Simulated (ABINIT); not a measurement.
**Single-point calculation of MoS2**

- system: MoS2 (P1, 3 atoms in the cell)
- method: Kohn-Sham DFT of a periodic cell, PW91, PseudoDojo NC SR PBE v0.5 standard (ABINIT 10.8.3)

The structure derives from a Materials Project entry. The run did not end well.

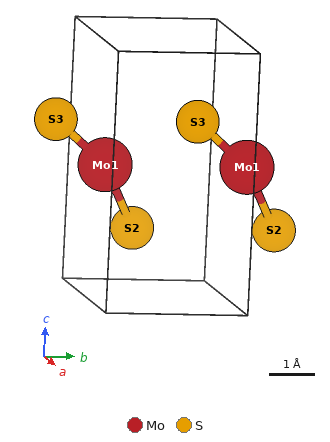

Figure 1. The structure as given in the input (ball-and-stick view of the cell of the calculation, set on other vectors, seen slightly off an axis; atoms are numbered from 1 in the order of the input). An atom can appear more than once, as a periodic image.

**Input file**
```
# Pseudopotentials
pp_dirpath "./"
pseudos "Mo.upf, S.upf"

# Structure
acell 6.3956088207 6.125605209 12.1073220125
rprim
     0.9996435663    -0.0022903989     0.0265987656
    -0.5239238366     0.8504912594     0.0465664172
     0.0274810518     0.0690747124     0.9972329096
ntypat 2
znucl 42 16
natom 3
typat 1 2 2
xred
     0.7838695600     0.7964357400     0.5381343900
     0.4242421900     0.7632790200     0.2521705700
     0.7918882500     0.4402852400     0.7096950500
chkprim 0
chksymtnons 0
tolsym 1.0e-6

# Plane-wave basis
ecut 40.0

# k points
kptopt 1
ngkpt 7 8 3
nshiftk 1
shiftk 0.0 0.0 0.0

# Exchange and correlation
ixc -109134

# Bands and occupations
nband 17
occopt 3
tsmear 0.00183747

# SCF cycle
nstep 100
tolvrs 1.0e-10

# Output
iomode 3
prtwf 0
prteig 0
prtebands 0
prtden 1
prtvha 1
prtvclmb 1
prtpot 1
prtelf 1
```

Run as:
```bash
abinit run.abi > log 2>&1
```

**What the program printed**
```
.Version 10.8.3 of ABINIT
 Symmetries : space group P1 (#  1); Bravais aP (primitive triclinic)
================================================================================
 Values of the parameters that define the memory need of the present run
     intxc =       0    ionmov =       0      iscf =       7    lmnmax =       6
     lnmax =       6     mgfft =      72  mpssoang =       3    mqgrid =    3409
     natom =       3  nloc_mem =       1    nspden =       1   nspinor =       1
    nsppol =       1      nsym =       1    n1xccc =    2501    ntypat =       2
    occopt =       3   xclevel =       2
       mpw =        4846          nfft =      103680          nkpt =          85
================================================================================
================================================================================

--------------------------------------------------------------------------------
------------- Echo of variables that govern the present computation ------------
--------------------------------------------------------------------------------
 -outvars: echo values of preprocessed input variables --------
            acell      6.3956088207E+00  6.1256052090E+00  1.2107322012E+01 Bohr
              amu      9.59400000E+01  3.20660000E+01
          chkprim           0
      chksymtnons           0
             ecut      4.00000000E+01 Hartree
                       outvar_i_n : Printing only first  50 k-points.
              ixc     -109134
                       outvar_i_n : Printing only first  50 k-points.
         kptrlatt        7    0    0      0    8    0      0    0    3
          kptrlen      3.63219660E+01
            natom           3
            nband          17
            ngfft          40      36      72
             nkpt          85
            nstep         100
             nsym           1
           ntypat           2
                       prtocc : prtvol=0, do not print more k-points.
           occopt           3
        prtebands           0
           prteig           0
           prtelf           1
           prtpot           1
         prtvclmb           1
           prtvha           1
            prtwf           0
            rprim      9.9964356630E-01 -2.2903989000E-03  2.6598765600E-02
                      -5.2392383660E-01  8.5049125940E-01  4.6566417200E-02
                       2.7481051800E-02  6.9074712400E-02  9.9723290960E-01
          spgroup           1
           tolsym      1.00000000E-06
           tolvrs      1.00000000E-10
           tsmear      1.83747000E-03 Hartree
            typat      1  2  2
                       outvars : Printing only first  50 k-points.
           xangst      1.3941405226E+00  2.4277668849E+00  3.6290270549E+00
                       1.8340895824E-01  2.2125900171E+00  1.7645708156E+00
                       2.0563316829E+00  1.5217609385E+00  4.6721229619E+00
            xcart      2.6345437688E+00  4.5878145099E+00  6.8578672373E+00
                       3.4659270011E-01  4.1811891612E+00  3.3345555712E+00
                       3.8859037047E+00  2.8757114029E+00  8.8290328245E+00
             xred      7.8386956000E-01  7.9643574000E-01  5.3813439000E-01
                       4.2424219000E-01  7.6327902000E-01  2.5217057000E-01
                       7.9188825000E-01  4.4028524000E-01  7.0969505000E-01
            znucl       42.00000   16.00000

================================================================================

 chkinp: Checking input parameters for consistency.

================================================================================
== DATASET  1 ==================================================================

--- !DatasetInfo
iteration_state: {dtset: 1, }
dimensions: {natom: 3, nkpt: 85, mband: 17, nsppol: 1, nspinor: 1, nspden: 1, mpw: 4846, }
cutoff_energies: {ecut:  40.0, pawecutdg:  -1.0, }
electrons: {nelect:   2.60000000E+01, charge:   0.00000000E+00, occopt:   3.00000000E+00, tsmear:   1.83747000E-03, }
meta: {optdriver: 0, ionmov: 0, optcell: 0, iscf: 7, paral_kgb: 0, }
...

 Real(R)+Recip(G) space primitive vectors, cartesian coordinates (Bohr,Bohr^-1):
 R(1)=  6.3933292 -0.0146485  0.1701153  G(1)=  0.1569303  0.0972787 -0.0110627
 R(2)= -3.2093506  5.2097737  0.2852475  G(2)=  0.0007992  0.1931731 -0.0134024
 R(3)=  0.3327219  0.8363098 12.0738200  G(3)= -0.0022300 -0.0059344  0.0832963
 Unit cell volume ucvol=  3.9930672E+02 bohr^3
 Angles (23,13,12)=  8.47911143E+01  8.69138055E+01  1.21630986E+02 degrees

 getcut: wavevector=  0.0000  0.0000  0.0000  ngfft=  40  36  72
         ecut(hartree)=     40.000   => boxcut(ratio)=   2.06435

--- Pseudopotential description ------------------------------------------------
- pspini: atom type   1  psp file is ./Mo.upf
12 -101130 2 -1 1640                          pspcod,pspxc,lmax,lloc,mmax
     nproj     2     2     2

- pspini: atom type   2  psp file is ./S.upf
12 -101130 2 -1 1148                          pspcod,pspxc,lmax,lloc,mmax
     nproj     2     2     2

   8.85053502E+02                                ecore*ucvol(ha*bohr**3)
--------------------------------------------------------------------------------

================================================================================

--- !BeginCycle
iteration_state: {dtset: 1, }
solver: {iscf: 7, nstep: 100, nline: 4, wfoptalg: 0, }
tolerances: {tolvrs: 1.00E-10, }
...

     iter   Etot(hartree)      deltaE(h)  residm     vres2
 ETOT  1  -91.710728343373    -9.171E+01 1.162E-01 8.063E+02
 ETOT  2  -91.622242047721     8.849E-02 6.920E-02 4.436E+03
 ETOT  3  -91.874659697476    -2.524E-01 1.227E-02 3.878E+02
 ETOT  4  -91.899462709449    -2.480E-02 1.195E-03 2.714E+01
 ETOT  5  -91.900761190627    -1.298E-03 1.567E-04 4.206E-01
 ETOT  6  -91.900799868575    -3.868E-05 2.120E-05 4.264E-01
 ETOT  7  -91.900817565025    -1.770E-05 3.080E-06 1.644E-02
```

**What the run reported**

| quantity | value |
| --- | --- |
| outcome | stopped at the time limit |
| space group (tolerance 0.01 Å) | P1 (1) |
| hardware | 1 thread of Intel Xeon (Granite Rapids), 32 GiB of memory available, shared host |
| wall time | 2 min |
| peak memory | 0.19 GiB |

The run was cut off by its time limit, so the output is incomplete.
